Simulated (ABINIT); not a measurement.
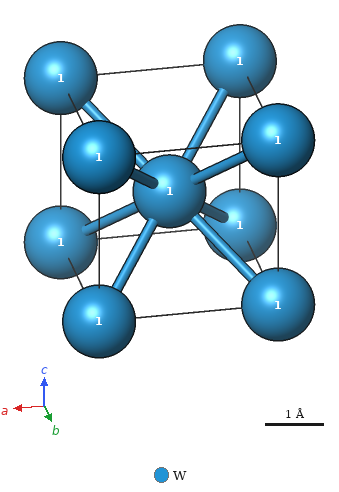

*The structure as given in the input (ball-and-stick view of the cell 2 times as large as that of the calculation, set on its symmetry axes, seen at an oblique angle; atoms are numbered from 1 in the order of the input). An atom can appear more than once, as a periodic image.*

Near neighbours in the periodic cell (some may lie outside the picture): W has 8 W at 2.74 Å.

Geometry relaxation, with input and output: W (part 1 of 3)

- system: W (Im-3m, 1 atom in the cell)
- method: Kohn-Sham DFT of a periodic cell, PBE, JTH PAW PBE v2.0 (ABINIT 10.8.3)

The structure derives from an entry of the Crystallography Open Database. The run did not end well.

**Input file**
```
pp_dirpath "./"
pseudos "W.GGA_PBE-JTH.xml"

acell 5.1791760466 5.1791760466 5.1791760466
rprim
    -0.5773502692     0.5773502692     0.5773502692
     0.5773502692    -0.5773502692     0.5773502692
     0.5773502692     0.5773502692    -0.5773502692
ntypat 1
znucl 74
natom 1
typat 1
xcart
     0.0000000000     0.0000000000     0.0000000000 Angstrom
chkprim 0
chksymtnons 0
tolsym 1.0e-6

ecut 16.0
pawecutdg 32.0
pawxcdev 0
pawovlp -1

kptopt 1
ngkpt 12 12 12
nshiftk 1
shiftk 0.0 0.0 0.0

ixc 11

nband 11
occopt 3
tsmear 0.00183747

nstep 100
tolvrs 1.0e-9

iomode 3
prtwf 0
prtden 0
prteig 0
prtebands 0
enunit 1

ionmov 22
ntime 60
tolmxf 0.0002
optcell 2
dilatmx 1.08
ecutsm 0.5
strtarget 3*-6.797862e-04 3*0.0
```

Machine: 1 thread of Arm Neoverse V1, 24 GiB of memory available, shared host.

Command:
```bash
abinit run.abi > log 2>&1
```

**The program's output**
```
.Version 10.8.3 of ABINIT
 Symmetries : space group Im -3 m (#229); Bravais cI (body-center cubic)
================================================================================
 Values of the parameters that define the memory need of the present run
     intxc =       0    ionmov =      22      iscf =      17    lmnmax =      18
     lnmax =       6     mgfft =      24  mpssoang =       3    mqgrid =    3001
     natom =       1  nloc_mem =       2    nspden =       1   nspinor =       1
    nsppol =       1      nsym =      48    n1xccc =       1    ntypat =       1
    occopt =       3   xclevel =       2
       mpw =         422          nfft =       13824          nkpt =          72
 PAW method is used; the additional fine FFT grid is defined by:
   mgfftf=        30    nfftf =     27000
================================================================================
================================================================================

--------------------------------------------------------------------------------
------------- Echo of variables that govern the present computation ------------
--------------------------------------------------------------------------------
 -outvars: echo values of preprocessed input variables --------
            acell      5.1791760466E+00  5.1791760466E+00  5.1791760466E+00 Bohr
              amu      1.83850000E+02
          chkprim           0
      chksymtnons           0
          dilatmx      1.08000000E+00
             ecut      1.60000000E+01 Hartree
           ecutsm      5.00000000E-01 Hartree
           enunit           1
           ionmov          22
                       outvar_i_n : Printing only first  50 k-points.
              ixc          11
                       outvar_i_n : Printing only first  50 k-points.
         kptrlatt       12    0    0      0   12    0      0    0   12
          kptrlen      6.21501126E+01
            natom           1
            nband          11
            ngfft          24      24      24
          ngfftdg          30      30      30
             nkpt          72
            nstep         100
             nsym          48
            ntime          60
           ntypat           1
                       prtocc : prtvol=0, do not print more k-points.
           occopt           3
          optcell           2
        pawecutdg      3.20000000E+01 Hartree
          pawovlp     -1.0000000000E+00
         pawxcdev           0
           prtden           0
        prtebands           0
           prteig           0
            prtwf           0
            rprim     -5.7735026920E-01  5.7735026920E-01  5.7735026920E-01
                       5.7735026920E-01 -5.7735026920E-01  5.7735026920E-01
                       5.7735026920E-01  5.7735026920E-01 -5.7735026920E-01
          spgroup         229
        strtarget     -6.79786200E-04 -6.79786200E-04 -6.79786200E-04
                       0.00000000E+00  0.00000000E+00  0.00000000E+00
           tolmxf      2.00000000E-04
           tolsym      1.00000000E-06
           tolvrs      1.00000000E-09
           tsmear      1.83747000E-03 Hartree
            typat      1
           useylm           1
                       outvars : Printing only first  50 k-points.
            znucl       74.00000

================================================================================

 chkinp: Checking input parameters for consistency.

================================================================================
== DATASET  1 ==================================================================

--- !DatasetInfo
iteration_state: {dtset: 1, }
dimensions: {natom: 1, nkpt: 72, mband: 11, nsppol: 1, nspinor: 1, nspden: 1, mpw: 422, }
cutoff_energies: {ecut:  16.0, pawecutdg:  32.0, }
electrons: {nelect:   1.40000000E+01, charge:   0.00000000E+00, occopt:   3.00000000E+00, tsmear:   1.83747000E-03, }
meta: {optdriver: 0, ionmov: 22, optcell: 2, iscf: 17, paral_kgb: 0, }
...

 Exchange-correlation functional for the present dataset will be:
  GGA: Perdew-Burke-Ernzerhof functional - ixc=11
  J.P.Perdew, K.Burke, M.Ernzerhof, PRL 77, 3865 (1996)

 Real(R)+Recip(G) space primitive vectors, cartesian coordinates (Bohr,Bohr^-1):
 R(1)= -2.9901987  2.9901987  2.9901987  G(1)=  0.0000000  0.1672130  0.1672130
 R(2)=  2.9901987 -2.9901987  2.9901987  G(2)=  0.1672130  0.0000000  0.1672130
 R(3)=  2.9901987  2.9901987 -2.9901987  G(3)=  0.1672130  0.1672130  0.0000000
 Unit cell volume ucvol=  1.0694491E+02 bohr^3
 Angles (23,13,12)=  1.09471221E+02  1.09471221E+02  1.09471221E+02 degrees

 Coarse grid specifications (used for wave-functions):

 getcut: wavevector=  0.0000  0.0000  0.0000  ngfft=  24  24  24
         ecut(hartree)=     18.662   => boxcut(ratio)=   2.38288

 getcut : COMMENT -
  Note that boxcut > 2.2 ; recall that boxcut=Gcut(box)/Gcut(sphere) = 2
  is sufficient for exact treatment of convolution.
  Such a large boxcut is a waste : you could raise ecut
  e.g. ecut=   26.491765 Hartrees makes boxcut=2

 Fine grid specifications (used for densities):

 getcut: wavevector=  0.0000  0.0000  0.0000  ngfft=  30  30  30
         ecut(hartree)=     37.325   => boxcut(ratio)=   2.10619

--- Pseudopotential description ------------------------------------------------
- pspini: atom type   1  psp file is ./W.GGA_PBE-JTH.xml
 Pseudopotential format is: paw10
 basis_size (lnmax)=  6 (lmn_size= 18), orbitals=   0   0   1   1   2   2
 Spheres core radius: rc_sph= 2.41188978
 Shapefunction is BESSEL type: shapef(r,l)=aa(1,l)*jl(q(1,l)*r)+aa(2,l)*jl(q(2,l)*r)
 Radius for shape functions =  2.10354610
 Compensation charge density is not taken into account in XC energy/potential

   6.59015510E+02                                ecore*ucvol(ha*bohr**3)
--------------------------------------------------------------------------------

================================================================================

=== [ionmov=22] Limited-memory Broyden-Fletcher-Goldfarb-Shanno method
================================================================================

--- Iteration: ( 1/60) Internal Cycle: (1/1)
--------------------------------------------------------------------------------

---SELF-CONSISTENT-FIELD CONVERGENCE--------------------------------------------

--- !BeginCycle
iteration_state: {dtset: 1, itime: 1, icycle: 1, }
solver: {iscf: 17, nstep: 100, nline: 4, wfoptalg: 10, }
tolerances: {tolvrs: 1.00E-09, }
...

     iter   Etot(hartree)      deltaE(h)  residm     nres2
 ETOT  1  -67.394820949118    -6.739E+01 1.381E+01 5.063E+00
 ETOT  2  -69.057302506423    -1.662E+00 9.324E-02 6.041E+00
 ETOT  3  -69.039700776376     1.760E-02 5.032E-02 1.893E+00
 ETOT  4  -69.031655038711     8.046E-03 3.241E-02 3.448E-02
 ETOT  5  -69.032589784215    -9.347E-04 4.153E-03 1.106E-01
 ETOT  6  -69.032213639818     3.761E-04 1.170E-03 6.165E-04
 ETOT  7  -69.032231323210    -1.768E-05 2.931E-04 1.660E-04
 ETOT  8  -69.032231792877    -4.697E-07 1.848E-04 1.549E-04
 ETOT  9  -69.032231403485     3.894E-07 3.707E-04 3.067E-05
 ETOT 10  -69.032231410122    -6.637E-09 4.906E-05 6.841E-06
 ETOT 11  -69.032231415878    -5.756E-09 5.911E-05 5.689E-06
 ETOT 12  -69.032231417253    -1.375E-09 1.052E-05 6.023E-06
 ETOT 13  -69.032231383636     3.362E-08 6.093E-06 5.332E-07
 ETOT 14  -69.032231385403    -1.767E-09 2.370E-06 1.089E-07
 ETOT 15  -69.032231385296     1.075E-10 3.075E-06 6.843E-08
 ETOT 16  -69.032231385195     1.004E-10 2.044E-06 4.422E-08
 ETOT 17  -69.032231385122     7.371E-11 2.459E-06 2.933E-08
 ETOT 18  -69.032231385031     9.059E-11 1.820E-06 1.275E-08
 ETOT 19  -69.032231384957     7.400E-11 1.859E-06 7.812E-11

 At SCF step   19       nres2   =  7.81E-11 < tolvrs=  1.00E-09 =>converged.

 Cartesian components of stress tensor (hartree/bohr^3)
  sigma(1 1)= -2.15500304E-04  sigma(3 2)=  0.00000000E+00
  sigma(2 2)= -2.15500304E-04  sigma(3 1)=  0.00000000E+00
  sigma(3 3)= -2.15500304E-04  sigma(2 1)=  0.00000000E+00

--- !ResultsGS
iteration_state: {dtset: 1, itime: 1, icycle: 1, }
comment   : Summary of ground state results
lattice_vectors:
- [ -2.9901987,   2.9901987,   2.9901987, ]
- [  2.9901987,  -2.9901987,   2.9901987, ]
- [  2.9901987,   2.9901987,  -2.9901987, ]
lattice_lengths: [   5.17918,    5.17918,    5.17918, ]
lattice_angles: [109.471, 109.471, 109.471, ] # degrees, (23, 13, 12)
lattice_volume:   1.0694491E+02
convergence: {deltae:  7.400E-11, res2:  7.812E-11, residm:  1.859E-06, diffor: null, }
etotal    :  -6.90322314E+01
entropy   :   0.00000000E+00
fermie    :   3.57412009E-01
cartesian_stress_tensor: # hartree/bohr^3
- [ -2.15500304E-04,   0.00000000E+00,   0.00000000E+00, ]
- [  0.00000000E+00,  -2.15500304E-04,   0.00000000E+00, ]
- [  0.00000000E+00,   0.00000000E+00,  -2.15500304E-04, ]
pressure_GPa:   6.3402E+00
xred      :
- [  0.0000E+00,   0.0000E+00,   0.0000E+00,  W]
cartesian_forces: # hartree/bohr
- [ -0.00000000E+00,  -0.00000000E+00,  -0.00000000E+00, ]
force_length_stats: {min:   0.00000000E+00, max:   0.00000000E+00, mean:   0.00000000E+00, }
...

 Integrated electronic density in atomic spheres:
 ------------------------------------------------
 Atom  Sphere_radius  Integrated_density
    1        2.41189         11.75061623

---OUTPUT-----------------------------------------------------------------------

 Cartesian coordinates (xcart) [bohr]
  0.00000000000000E+00  0.00000000000000E+00  0.00000000000000E+00
 Reduced coordinates (xred)
  0.00000000000000E+00  0.00000000000000E+00  0.00000000000000E+00
 Cartesian forces (fcart) [Ha/bohr]; max,rms= 0.00000E+00 0.00000E+00 (free atoms)
 -0.00000000000000E+00 -0.00000000000000E+00 -0.00000000000000E+00
 Gradient of E wrt nuclear positions in reduced coordinates (gred)
 -0.00000000000000E+00 -0.00000000000000E+00 -0.00000000000000E+00
 Scale of Primitive Cell (acell) [bohr]
  5.17917604660000E+00  5.17917604660000E+00  5.17917604660000E+00
 Real space primitive translations (rprimd) [bohr]
 -2.99019868473870E+00  2.99019868473870E+00  2.99019868473870E+00
  2.99019868473870E+00 -2.99019868473870E+00  2.99019868473870E+00
  2.99019868473870E+00  2.99019868473870E+00 -2.99019868473870E+00
 Unitary Cell Volume (ucvol) [Bohr^3]=  1.06944912553606E+02
 Angles (23,13,12)= [degrees]
  1.09471220634491E+02  1.09471220634491E+02  1.09471220634491E+02
 Lengths [Bohr]
  5.17917604669306E+00  5.17917604669306E+00  5.17917604669306E+00
 Stress tensor in cartesian coordinates (strten) [Ha/bohr^3]
 -2.15500304054130E-04  0.00000000000000E+00  0.00000000000000E+00
  0.00000000000000E+00 -2.15500304054109E-04  0.00000000000000E+00
  0.00000000000000E+00  0.00000000000000E+00 -2.15500304054130E-04
 Total energy (etotal) [Ha]= -6.90322313849571E+01

--- Iteration: ( 2/60) Internal Cycle: (1/1)
--------------------------------------------------------------------------------

---SELF-CONSISTENT-FIELD CONVERGENCE--------------------------------------------

--- !BeginCycle
iteration_state: {dtset: 1, itime: 2, icycle: 1, }
solver: {iscf: 17, nstep: 100, nline: 4, wfoptalg: 10, }
tolerances: {tolvrs: 1.00E-09, }
...

     iter   Etot(hartree)      deltaE(h)  residm     nres2
 ETOT  1  -69.036231002905    -6.904E+01 5.458E+00 2.685E+00
 ETOT  2  -69.029773472576     6.458E-03 3.095E-03 3.341E-02
 ETOT  3  -69.030151222157    -3.777E-04 1.400E-03 6.872E-03
 ETOT  4  -69.030196525172    -4.530E-05 4.743E-05 1.594E-05
 ETOT  5  -69.030196668361    -1.432E-07 1.661E-06 5.013E-07
 ETOT  6  -69.030196689431    -2.107E-08 7.424E-07 3.139E-07
 ETOT  7  -69.030196689162     2.690E-10 1.266E-06 1.810E-08
 ETOT  8  -69.030196689141     2.117E-11 4.150E-06 1.681E-09
 ETOT  9  -69.030196689146    -5.073E-12 1.044E-05 1.399E-10

 At SCF step    9       nres2   =  1.40E-10 < tolvrs=  1.00E-09 =>converged.

 Cartesian components of stress tensor (hartree/bohr^3)
  sigma(1 1)= -7.20566413E-04  sigma(3 2)=  0.00000000E+00
  sigma(2 2)= -7.20566413E-04  sigma(3 1)=  0.00000000E+00
  sigma(3 3)= -7.20566413E-04  sigma(2 1)=  0.00000000E+00

--- !ResultsGS
iteration_state: {dtset: 1, itime: 2, icycle: 1, }
comment   : Summary of ground state results
lattice_vectors:
- [ -2.9485495,   2.9485495,   2.9485495, ]
- [  2.9485495,  -2.9485495,   2.9485495, ]
- [  2.9485495,   2.9485495,  -2.9485495, ]
lattice_lengths: [   5.10704,    5.10704,    5.10704, ]
lattice_angles: [109.471, 109.471, 109.471, ] # degrees, (23, 13, 12)
lattice_volume:   1.0253810E+02
convergence: {deltae: -5.073E-12, res2:  1.399E-10, residm:  1.044E-05, diffor: null, }
etotal    :  -6.90301967E+01
entropy   :   0.00000000E+00
fermie    :   3.79123189E-01
cartesian_stress_tensor: # hartree/bohr^3
- [ -7.20566413E-04,   0.00000000E+00,   0.00000000E+00, ]
- [  0.00000000E+00,  -7.20566413E-04,   0.00000000E+00, ]
- [  0.00000000E+00,   0.00000000E+00,  -7.20566413E-04, ]
pressure_GPa:   2.1200E+01
xred      :
- [  0.0000E+00,   0.0000E+00,   0.0000E+00,  W]
cartesian_forces: # hartree/bohr
- [ -0.00000000E+00,  -0.00000000E+00,  -0.00000000E+00, ]
force_length_stats: {min:   0.00000000E+00, max:   0.00000000E+00, mean:   0.00000000E+00, }
...

 Integrated electronic density in atomic spheres:
 ------------------------------------------------
 Atom  Sphere_radius  Integrated_density
    1        2.41189         11.84727899

---OUTPUT-----------------------------------------------------------------------

 Cartesian coordinates (xcart) [bohr]
  0.00000000000000E+00  0.00000000000000E+00  0.00000000000000E+00
 Reduced coordinates (xred)
  0.00000000000000E+00  0.00000000000000E+00  0.00000000000000E+00
 Cartesian forces (fcart) [Ha/bohr]; max,rms= 0.00000E+00 0.00000E+00 (free atoms)
 -0.00000000000000E+00 -0.00000000000000E+00 -0.00000000000000E+00
 Gradient of E wrt nuclear positions in reduced coordinates (gred)
 -0.00000000000000E+00 -0.00000000000000E+00 -0.00000000000000E+00
 Scale of Primitive Cell (acell) [bohr]
  5.10703749496005E+00  5.10703749496005E+00  5.10703749496005E+00
 Real space primitive translations (rprimd) [bohr]
 -2.94854947247670E+00  2.94854947247670E+00  2.94854947247670E+00
  2.94854947247670E+00 -2.94854947247670E+00  2.94854947247670E+00
  2.94854947247670E+00  2.94854947247670E+00 -2.94854947247670E+00
 Unitary Cell Volume (ucvol) [Bohr^3]=  1.02538095881199E+02
 Angles (23,13,12)= [degrees]
  1.09471220634491E+02  1.09471220634491E+02  1.09471220634491E+02
 Lengths [Bohr]
  5.10703749496005E+00  5.10703749496005E+00  5.10703749496005E+00
 Stress tensor in cartesian coordinates (strten) [Ha/bohr^3]
 -7.20566413319031E-04  0.00000000000000E+00  0.00000000000000E+00
  0.00000000000000E+00 -7.20566413319010E-04  0.00000000000000E+00
  0.00000000000000E+00  0.00000000000000E+00 -7.20566413319031E-04
 Total energy (etotal) [Ha]= -6.90301966891457E+01

 Difference of energy with previous step (new-old):
           Absolute (Ha)= 2.03470E-03
           Relative     = 2.94750E-05

--- Iteration: ( 3/60) Internal Cycle: (1/1)
--------------------------------------------------------------------------------

---SELF-CONSISTENT-FIELD CONVERGENCE--------------------------------------------

--- !BeginCycle
iteration_state: {dtset: 1, itime: 3, icycle: 1, }
solver: {iscf: 17, nstep: 100, nline: 4, wfoptalg: 10, }
tolerances: {tolvrs: 1.00E-09, }
...

     iter   Etot(hartree)      deltaE(h)  residm     nres2
 ETOT  1  -69.037256238497    -6.904E+01 1.105E-02 2.073E+00
 ETOT  2  -69.031811948590     5.444E-03 6.014E-04 2.914E-02
 ETOT  3  -69.032079610895    -2.677E-04 3.128E-05 5.453E-03
 ETOT  4  -69.032118211464    -3.860E-05 2.823E-06 3.004E-05
 ETOT  5  -69.032118104105     1.074E-07 1.199E-06 6.220E-07
 ETOT  6  -69.032118121939    -1.783E-08 1.108E-06 6.813E-08
 ETOT  7  -69.032118121830     1.089E-10 5.739E-07 5.036E-09
 ETOT  8  -69.032118121786     4.407E-11 8.054E-07 4.164E-11

 At SCF step    8       nres2   =  4.16E-11 < tolvrs=  1.00E-09 =>converged.

 Cartesian components of stress tensor (hartree/bohr^3)
  sigma(1 1)= -2.65065993E-04  sigma(3 2)=  0.00000000E+00
  sigma(2 2)= -2.65065993E-04  sigma(3 1)=  0.00000000E+00
  sigma(3 3)= -2.65065993E-04  sigma(2 1)=  0.00000000E+00
```
